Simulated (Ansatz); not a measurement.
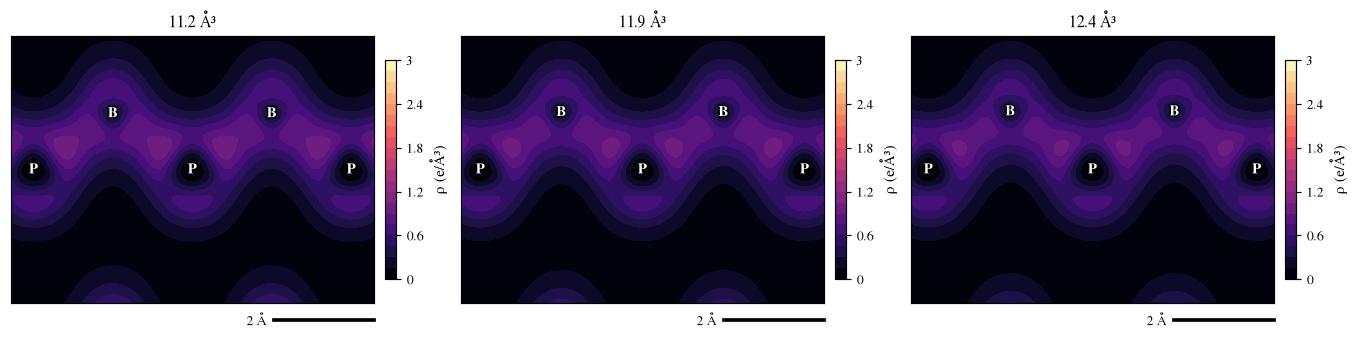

BP. The valence pseudo-density of cells scaled evenly to different volumes (given per atom above each panel), on the (11̄0) plane of each (indices in the axes of the cell below), at one length scale and on one colour scale.

Level of theory: Kohn-Sham DFT of a periodic cell, BPBE, Ansatz PAW (Ansatz 0.2.0).

The largest cell:

```xyz
2
Lattice="0.0000 2.3135 2.3135 2.3135 0.0000 2.3135 2.3135 2.3135 0.0000" Properties=species:S:1:pos:R:3 pbc="T T T"
P     3.4703    3.4703    3.4703
B     0.0000    0.0000    0.0000
```

| volume (Å³/atom) | B–P contact in the plane (Å) | ρ at its midpoint (e/Å³) | pressure (GPa) | gap on the mesh (eV) | 
| --- | --- | --- | --- | --- |
| 11.21 | 1.938 | 0.934 | 8.8 | 1.19 | 
| 11.45 | 1.952 | ? | ? | ? | 
| 11.92 | 1.978 | 0.881 | −1.7 | 1.27 | 
| 12.38 | 2.004 | 0.849 | −7.2 | 1.32 | 

Q: What values belong in the row with question marks?

A: Over the known rows ln ρ falls by 1.45 per Å of B–P distance (a least-squares line), which gives 0.915 e/Å³ at 1.952 Å; the calculation gives 0.916 e/Å³. For the pressure, a straight line in volume between the neighbouring rows gives 5.3 GPa; the calculation gives 4.9, lower because pressure rises ever faster on compression. For the gap on the mesh, a straight line in volume between the neighbouring rows gives 1.22 eV; the calculation gives 1.22.
